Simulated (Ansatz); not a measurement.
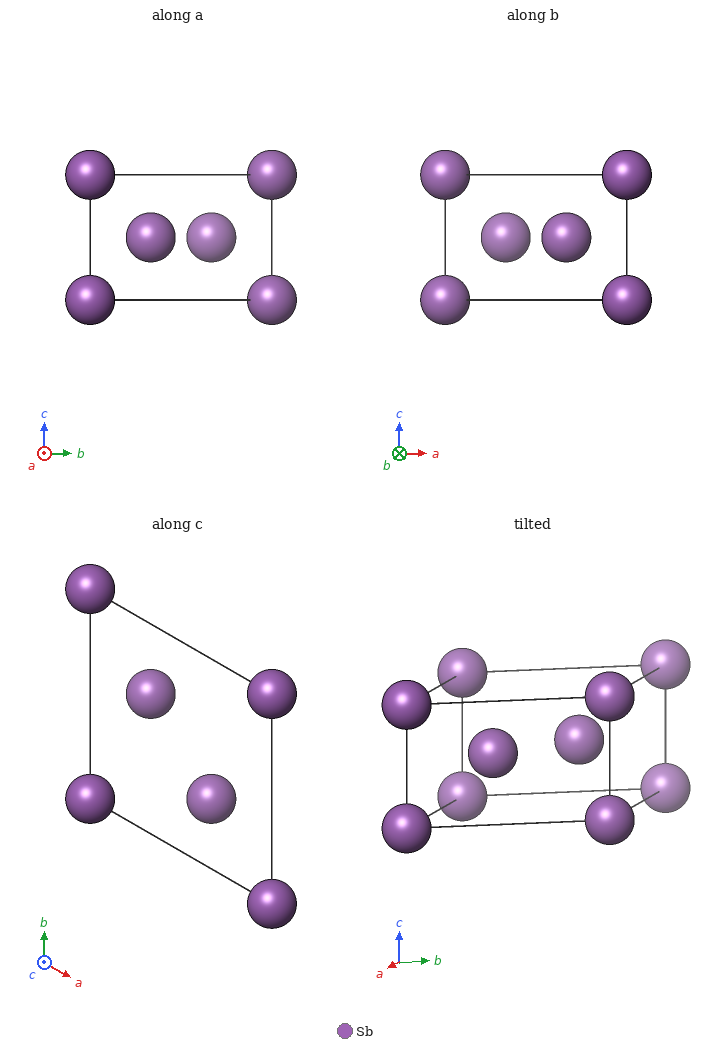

Drawn in the spheres-only manner and seen along the a axis, along the b axis, along the c axis and slightly off an axis. The parallelepiped is the conventional unit cell.

Lattice parameters: a = 5.4754 Å, b = 5.4754 Å, c = 3.2651 Å, α = 90.000°, β = 90.000°, γ = 120.000°.

> Convert the drawing into a CIF with its space group and independent sites.

```cif
data_structure
_symmetry_space_group_name_H-M 'P 6/m m m'
_symmetry_Int_Tables_number 191
_cell_length_a 5.4754
_cell_length_b 5.4754
_cell_length_c 3.2651
_cell_angle_alpha 90.000
_cell_angle_beta 90.000
_cell_angle_gamma 120.000
_cell_volume 84.77
loop_
_atom_site_label
_atom_site_type_symbol
_atom_site_symmetry_multiplicity
_atom_site_Wyckoff_symbol
_atom_site_fract_x
_atom_site_fract_y
_atom_site_fract_z
_atom_site_occupancy
Sb1 Sb 1 a 0.0000 0.0000 0.0000 1
Sb2 Sb 2 d 0.3333 0.6667 0.5000 1
```

Starting structure: a structure type filled with this element by a generator (whether the element takes this form wasn't checked). Earlier steps of the study may have refined or changed the cell and positions. It went into a calculation with Ansatz.
